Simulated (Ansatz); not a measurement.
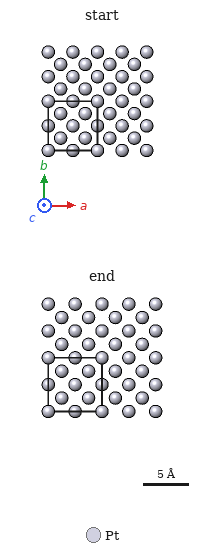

The structure of crystalline Pt (a generated structure, set up in Fm-3m) (coarse preliminary run) before (top) and after (bottom) a relaxation, at one scale.

The picture is a spheres-only view of the conventional cell (4 times the calculation's cell), repeated 2 × 2 × 1 with one cell outlined, seen along the c axis. Lengths and directions refer to the drawn axes.

The calculation used DFT PBE, scalar-relativistic, plane waves, PAW in Ansatz 0.2.0. Settings: plane-wave cutoff 420 eV; k-point mesh 6 × 6 × 6; occupations gaussian; smearing width 0.1 eV; no spin polarisation; cell and atoms relaxed; force threshold 0.04 eV/Å; at most 70 steps.

Question: Summarise the run.

Answer: The atoms keep their places relative to the cell (all moves are under 0.005 Å). Cell: a = b = c 5.564 → 6.071 Å (+9.1 %). Volume +29.9 %. Among the contacts that change: Pt–Pt 2.409 → 2.629 Å. The space group stays Fm-3m (No. 225). The energy falls by 2.935 eV per cell of the calculation in 5 accepted moves (7 points after the start). All forces vanish by symmetry, so only the cell relaxes. Pressure: 95.56 GPa at the start and 0.03 GPa at the end. The SCF was repeated twice at an unchanged geometry on a basis and grid sized afresh for the cell, which shifted the energy by 15.3 meV per cell of the calculation at most.
